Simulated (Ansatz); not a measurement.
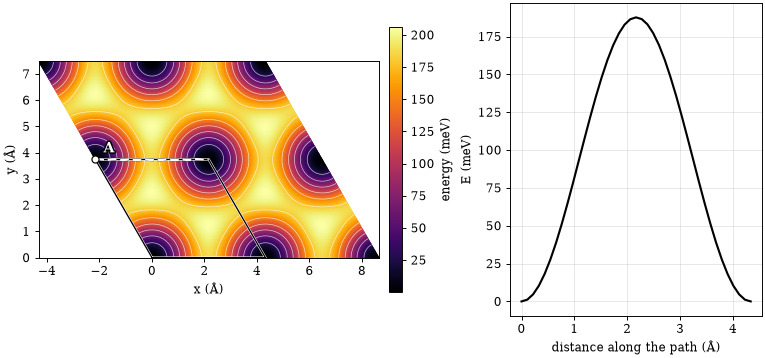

H on an InAs(111) slab cut from the F-43m phase, its upper half relaxed before the scan (4 atoms of substrate and one adsorbate in a 1 × 1 cell). H is moved over the surface cell at a fixed height above a rigid substrate; the origin of the map has the adsorbate above In4; the height is held at 3.30 Å. Places are given modulo a cell vector. The map is drawn in real space over the plane of the surface. Grid: 9 × 9 points; 19 points were computed and 62 follow by symmetry. Energies are in meV, from the lowest grid point. The runs have no spin polarisation, so an open-shell adsorbate far from the surface lies too high. With one adsorbate in each 1 × 1 cell, its nearest image is 4.3 Å away, so neighbouring adsorbates interact. At a fixed height the lowest place need not be the adsorption site. All numbers below come from DFT PBE+D3(BJ), scalar-relativistic, plane waves, PAW in Ansatz. Settings: cutoff 420 eV, k-mesh 6×6×1, gaussian smearing 0.1 eV, no spin polarisation.

Drawn: a smooth colour map with a few white contour lines, a line along the lowest path, the outline of one cell of the 2 × 2 shown, the energy along the path at the right, the start A. Between grid points the surface is interpolated.

Q: Describe the path and its barrier.

A: The easiest path leads from the well at the top site over a surface In atom, (0/9, 0/9) of the cell vectors to its copy one period on. Its highest point lies about 188 meV above the bottom of the first well on the interpolated surface, at about (0.50, 1.00) of the cell vectors. This is the barrier on the constrained surface; relaxing the other coordinates would change it.

PAW datasets: the set soft_1.
